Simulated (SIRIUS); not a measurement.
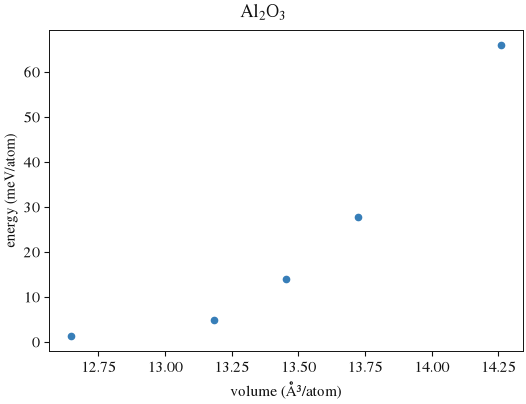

The figure shows the energy against volume for Al₂O₃, space group P-6m2 (No. 187).

Starting cell:
```cif
data_structure
_symmetry_space_group_name_H-M 'P 1'
_symmetry_Int_Tables_number 1
_cell_length_a 2.8843
_cell_length_b 2.8843
_cell_length_c 9.3368
_cell_angle_alpha 90.000
_cell_angle_beta 90.000
_cell_angle_gamma 120.000
_cell_volume 67.27
loop_
_atom_site_label
_atom_site_type_symbol
_atom_site_fract_x
_atom_site_fract_y
_atom_site_fract_z
_atom_site_occupancy
Al1 Al 0.00000 0.00000 0.85001 1
Al2 Al 0.00000 0.00000 0.14999 1
O1 O 0.33333 0.66667 0.77768 1
O2 O 0.66667 0.33333 0.00000 1
O3 O 0.33333 0.66667 0.22232 1
```

Method: all-electron LAPW DFT, no spin polarisation; energies at scaled volumes of the given cell, shape and fractions fixed, counted from the fit's minimum, third-order Birch-Murnaghan fit (SIRIUS 7.12.0). Level: LDA.

k mesh 7×7×2; occupations Fermi–Dirac; smearing width 0.05 eV; potentials all electron FP LAPW; program settings basis apw+lo standard, gk cutoff 5.37 1/bohr, pw cutoff 28 1/bohr.

The points at volume 12.92 Å³/atom and 13.99 Å³/atom are left out of the plot. What values does the calculation give there?

```csv
volume (Å³/atom),energy (meV/atom)
12.92,0.38
13.99,45.06
```

Caveats: shape and atomic fractions are frozen while scaling, which makes layered, chain and framework solids too stiff.
